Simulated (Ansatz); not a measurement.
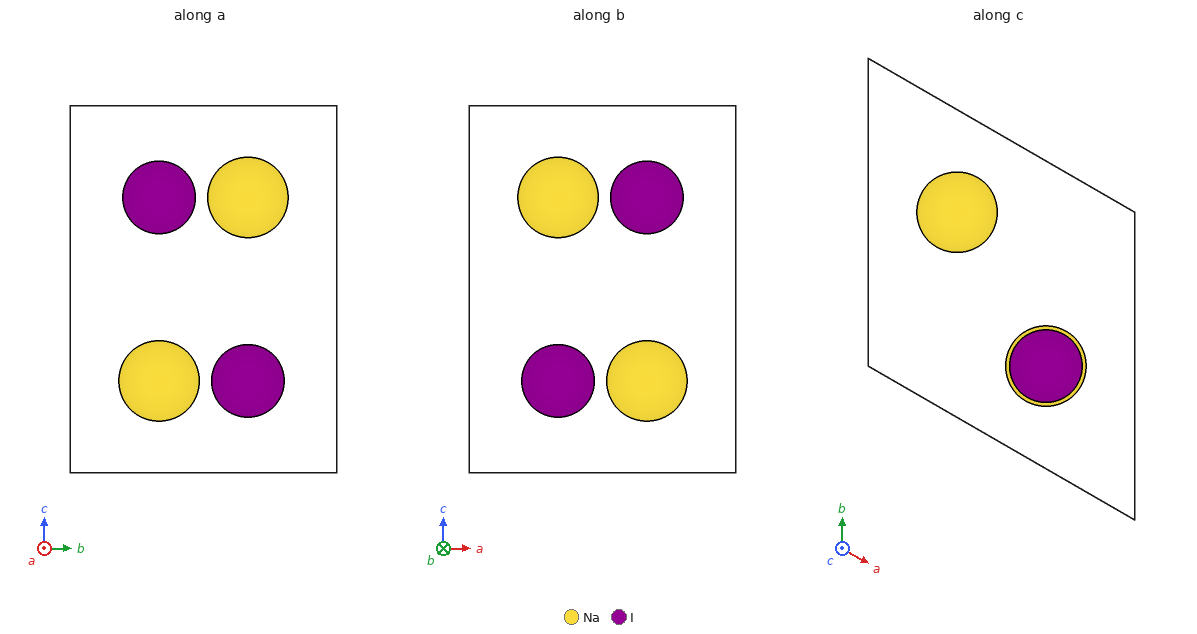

Drawn in the spheres-only manner and seen along the a axis, along the b axis and along the c axis. Thin lines show the conventional unit cell, with boundary atoms drawn in all their periodic places.

Lattice parameters: a = 5.417 Å, b = 5.417 Å, c = 6.459 Å, α = 90.00°, β = 90.00°, γ = 120.00°.

Question: Put the structure into a table of Wyckoff sites.

Answer: Space group P6_3/mmc (No. 194).
```json
{"atom": "Na", "site": "2d", "x": "0.3333", "y": "0.6667", "z": "0.7500"}
{"atom": "I", "site": "2c", "x": "0.3333", "y": "0.6667", "z": "0.2500"}
```

It goes back to a structure type filled with these elements by a generator (whether the compound takes this form wasn't checked). Earlier steps of the study may have refined or changed the cell and positions. It was set up as input for a calculation with Ansatz.
